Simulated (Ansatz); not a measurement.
Consider Si2Ni.

Input

```
crystal:
  lattice:
    - [-0.0861321734, 2.5839449978, 2.5555398667]
    - [2.7787321317, -0.129614186, 2.5990218793]
    - [2.8026384701, 2.6513333488, -0.1535205244]
  atoms:
    - { symbol: Si, position: [0.2527574695, 0.2505029946, 0.2500259575] }
    - { symbol: Si, position: [0.7486843823, 0.7499713683, 0.7482142218] }
    - { symbol: Ni, position: [-0.0014418517, -0.0004743628, 0.0017598206] }
basis:
  ecutwfc: 420
kpoints:
  mp_grid: { grid: [10, 10, 10] }
hamiltonian:
  xc: pbe
scf:
  occupations: { method: gaussian, width: 0.15 }
output:
  forces: true
  stress: true
  eigenvalues: true
  write_density: true
  write_potential: true
  elf: true
  volumetric_format: npy
relax:
  adjacent_minimum: "off"
  f_tol: 0.01
  max_steps: 80
  cell: { stress_tol: 0.1 }
```

Run with:

```sh
ansatz run input.yaml --threads 1 --pin off --max-ram 2560MiB --backend cpu --events-out ev --progress --plain --runs-dir out
```

Below, planes, directions and counts refer to the conventional cell (a = 5.45 Å, b = 5.45 Å, c = 5.44 Å, α = 90.00°, β = 90.00°, γ = 90.00°).

The fields are those of the relaxed geometry.

Space group Fm-3m; computed without spin polarisation.

Theory: Ansatz, DFT PBE, scalar-relativistic, plane waves, PAW.

> What can the converged valence pseudo-density and electron localisation function tell about the bonding?

Si–Ni (2.36 Å): ρ at the midpoint is about 0.46 e/Å³; the ELF peaks at about 0.80 in the valence shell of Si, 0.9 Å from its nucleus, and is about 0.55 at the midpoint.

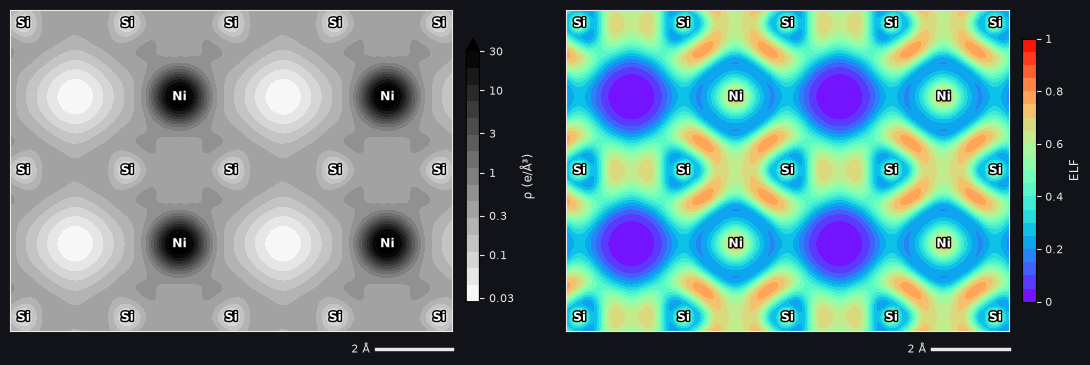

Computed valence pseudo-density and electron localisation function on the (101̄) plane of the conventional cell, in this order. 

In a PAW calculation such maps are meaningful between the atoms, not at the nuclei.
